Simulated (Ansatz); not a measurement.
## Electronic structure of C in real space

Input file:

```
crystal:
  lattice:
    - [4.8242129655, 0.0, 0.0]
    - [-2.4121064828, 4.1778909814, 0.0]
    - [0.0, 0.0, 4.1546454513]
  atoms:
    - { symbol: C, position: [0.6666666667, 0.3333333333, 0.183939338] }
    - { symbol: C, position: [0.3333333333, 0.6666666667, 0.183939338] }
    - { symbol: C, position: [0.6666666667, 0.3333333333, 0.816060662] }
    - { symbol: C, position: [0.3333333333, 0.6666666667, 0.816060662] }
    - { symbol: C, position: [0.4932631498, 0.4932631498, 0.3407291585] }
    - { symbol: C, position: [1.0, 0.5067368502, 0.3407291585] }
    - { symbol: C, position: [0.5067368502, 0.0, 0.3407291585] }
    - { symbol: C, position: [0.4932631498, 0.4932631498, 0.6592708415] }
    - { symbol: C, position: [0.5067368502, 0.0, 0.6592708415] }
    - { symbol: C, position: [1.0, 0.5067368502, 0.6592708415] }
basis:
  ecutwfc: 500
kpoints:
  mp_grid: { grid: [12, 12, 10] }
hamiltonian:
  xc: r2scan
scf:
  occupations: { method: gaussian, width: 0.15 }
output:
  forces: true
  stress: true
  eigenvalues: true
  write_density: true
  write_potential: true
  elf: true
  volumetric_format: npy
```

Run with:

```sh
ansatz run input.yaml --threads 2 --pin off --max-ram 5120MiB --backend cpu --events-out ev --progress --plain --runs-dir out
```

Below, planes, directions and counts refer to the conventional cell (a = 4.82 Å, b = 4.82 Å, c = 4.15 Å, α = 90.00°, β = 90.00°, γ = 120.00°).

Space group P-62m.

Theory: Ansatz, DFT r2SCAN, scalar-relativistic, plane waves, PAW.

In a PAW calculation such maps are meaningful between the atoms, not at the nuclei.

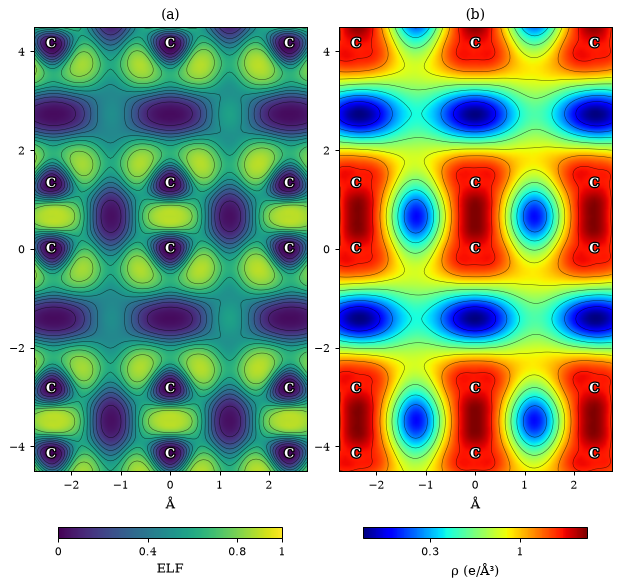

Figure 1. (a) electron localisation function; (b) valence electron density on the (010) plane of the conventional cell.

### What do the fields say about this system?

Atoms in the plane: C. Atoms just off the plane (C, 0.7 Å away) can leave unmarked features too. C–C (1.32 Å): ρ is about 2.5 e/Å³ halfway; the ELF peaks at about 0.90 between the atoms. Between the atoms the lowest density in this plane is 0.12 e/Å³.

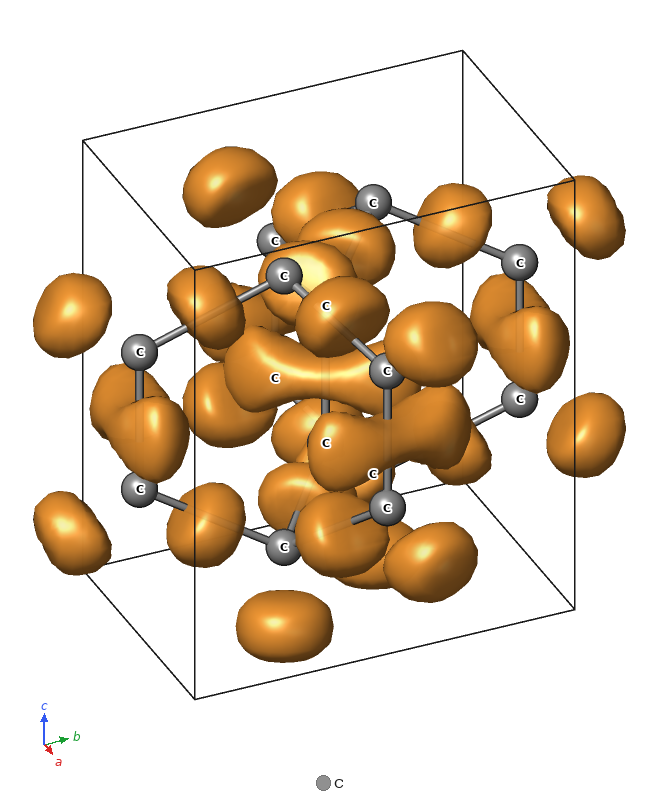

Figure 2. Isosurface of the ELF at 0.8 (orange), seen slightly off an axis. Only the valence region is drawn (cores and ρ < 0.01 e/Å³ removed). Sticks mark near contacts.

### What do the ELF domains correspond to?

At this value the surface marks out 17 regions between bonded C–C atoms, counted in one cell of 10 atoms. Regions shared between cells count once. Profiles from the grid: C–C (1.53 Å): the ELF peaks at about 0.95 between the atoms.

### Metal or insulator at this level of theory?

It is metallic or semimetallic at this level of theory: no gap opens.
